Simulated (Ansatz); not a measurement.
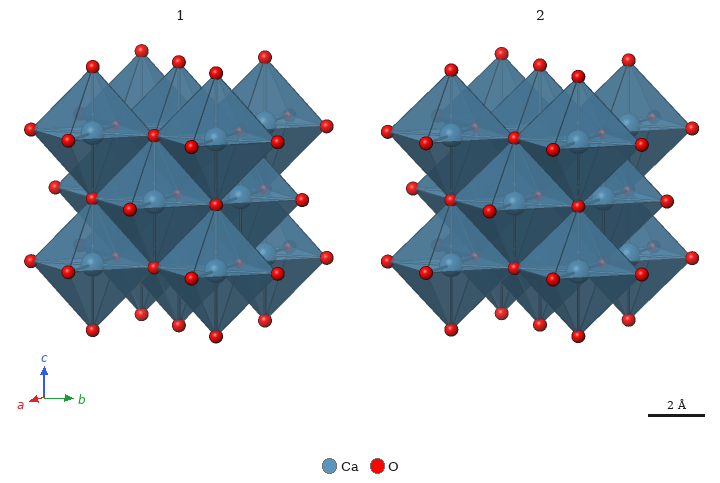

Two geometries of crystalline CaO (built on the rocksalt type) at its r2SCAN-relaxed geometry: one is the relaxed structure, the other was perturbed away from it. Style: polyhedral. Shown: the conventional cell (4 times the calculation's cell), slightly off an axis. Lengths and directions refer to the drawn axes.

All numbers below come from DFT, r2SCAN, plane waves, PAW in Ansatz 0.2.0. Set-up: plane-wave cutoff 500 eV; k-point mesh 10 × 10 × 10; occupations fixed; no spin polarisation.

Which is the distorted one, and what does the distortion cost?

Structure 2 is the perturbed one. The cell is strained by −1.4 % along c and +3.0 % across it (volume +4.6 %). The atoms and the free axis were relaxed with r2SCAN under that strain, and this is a single point on that geometry. Among the bonded contacts that change: Ca–O 2.398 → 2.363 to 2.469 Å. The space group (tolerance 0.01 Å) goes from Fm-3m (No. 225) to I4/mmm (No. 139). It costs 17.9 meV per atom. Pressure: 0.0 GPa before, −4.3 GPa after. The principal stresses (compression positive) are 0.0 GPa along c and −6.4 GPa across it. All forces vanish by symmetry. The band gap: 4.20 eV before, 4.04 eV after.
